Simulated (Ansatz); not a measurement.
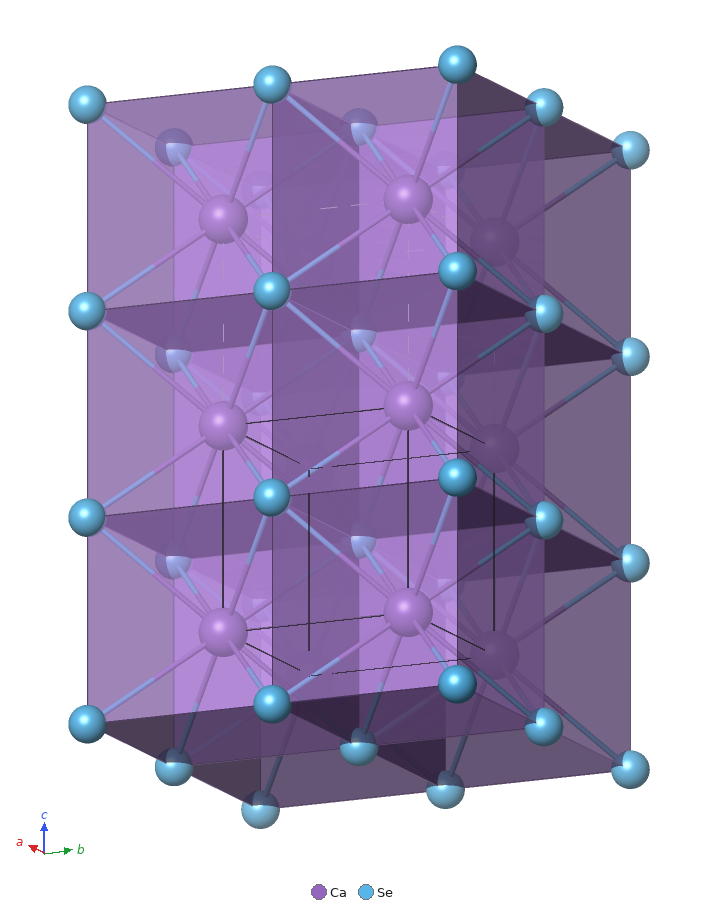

Drawn in the polyhedral manner and seen from a general direction. The solid box is one conventional unit cell, and 1×1×2 cells are shown. A few atoms beyond the faces are included.

CaSe, space group P4/mmm (No. 123), a = 3.63 Å, b = 3.63 Å, c = 3.78 Å, α = 90.00°, β = 90.00°, γ = 90.00°.

Theory: Ansatz 0.2.0, DFT, PBE, plane waves, PAW. Numerical settings: E_cut = 420 eV, k-points about 0.22 Å⁻¹ apart, Fermi-Dirac smearing of 0.02 eV, no spin polarisation.

Question: Does it come out as a metal, or with a gap?

Answer: A semiconductor at this level, with a gap of 0.63 eV, direct.

Question: What is the computed pressure?

Answer: The computed pressure is -1.2 GPa (stretched: it would shrink). The stress isn't hydrostatic: its largest component is 5.0 GPa.

Provenance: a structure type filled with these elements by a generator (whether the compound takes this form wasn't checked). The cell was then strained or its atoms displaced on purpose. It went into a calculation with Ansatz.
